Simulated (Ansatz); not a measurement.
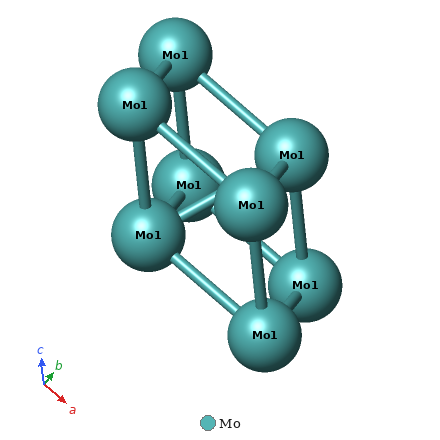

The system is Mo (Im-3m, No. 229; 1 atom in the cell); the picture shows the reference structure. The energy is mapped over volume and the cell's shape. First axis: volume per atom. Second axis: length along [111] over the lengths across it, relative to the cubic cell. Nothing is relaxed (symmetry fixes all fractional coordinates). Grid: 7 × 9 points. At 5 points there is no value (left out of the scan, as a rule where atoms come close). Points are written as (first, second). Energies: meV/atom, counted from the lowest grid point. The calculation used DFT PBE, scalar-relativistic, plane waves, PAW in Ansatz 0.2.0. Settings: cutoff 420 eV, k-mesh 22×22×22, gaussian smearing 0.15 eV, no spin polarisation.

Its coordinates:

```yaml
crystal:
  lattice:
    - [-1.58023, 1.58023, 1.58023]
    - [1.58023, -1.58023, 1.58023]
    - [1.58023, 1.58023, -1.58023]
  atoms:
    - { symbol: Mo, position: [0.00000, 0.00000, 0.00000] }
```

Range: volume per atom from 13.26 to 18.31 Å³; length along [111] over the lengths across it, relative to the cubic cell from 0.452 to 2.211.

What landscape does the calculation give?

Answer. The lowest grid point is at (15.78 Å³, 1.000) [bcc]. It is the only kind of minimum in the scanned range. The highest grid point, (17.47 Å³, 0.452), lies 11380 meV/atom above the lowest.

```tsv
second ↓, first →	13.26	14.10	14.94	15.78	16.63	17.47	18.31
2.211	2051	1640	1366	1196	1108	1082	1104
1.813	2061	1648	1372	1202	1112	1086	1108
1.487	1415	1060	837	715	670	685	747
1.219	756	457	288	218	223	285	391
1.000	441	177	40	0	33	120	250
0.820	937	615	427	341	332	381	476
0.672	3021	2427	2012	1731	1553	1451	1406
0.551	8546	7271	6256	5443	4805	4305	3916
0.452	–	–	–	–	–	11380	10231
```

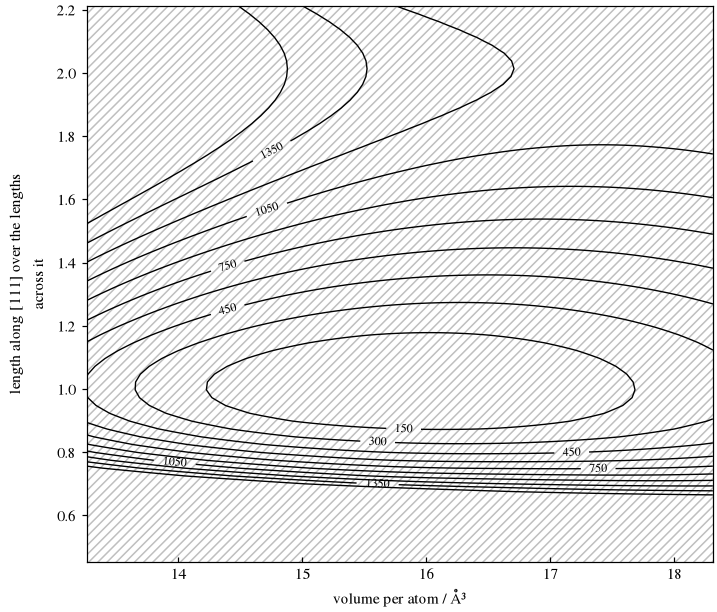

Drawn: contour lines labelled in meV/atom (none above 1500), hatched blanks where no value was computed. Between grid points the surface is interpolated.

Each point was launched as `ansatz run input.yaml --threads 1 --pin off --max-ram 2048MiB --backend cpu --events-out ev --progress --plain --runs-dir out`. The whole map (58 points run) took 21 min on 1 thread of Arm Neoverse N1, on a shared host.

PAW datasets: the set soft_1.
